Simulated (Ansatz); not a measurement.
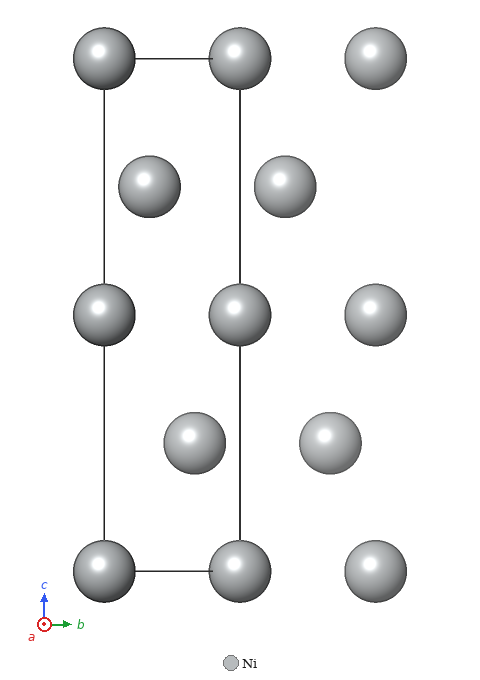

The picture looks along a close-packed row of the hexagonal mesh; c points upwards. Every atom sits on one of the three columns of the mesh; call them A, B, C in the order in which they first turn up. The sequence starts with the first layer at or above the cell's origin.

Ni. Coordinates: the end point of a relaxation with DFT, revPBE, plane waves (420 eV) with PAW, scalar-relativistic (Ansatz 0.2.0); the starting structure was generated, so it need not be a known form of this composition.

List the layers of one repeat.

Answer. Ni(A) – Ni(B) – Ni(A) – Ni(C) (four layers in 8.20 Å).

Taking all atoms as equal spheres, what packing is it?

Answer. As equal spheres, ABAC: a mixed close packing, (ch) in Jagodzinski's notation.

What short polytype symbol fits?

Answer. Polytype symbol 4H, Ramsdell's symbol (number of layers in the repeat and lattice).
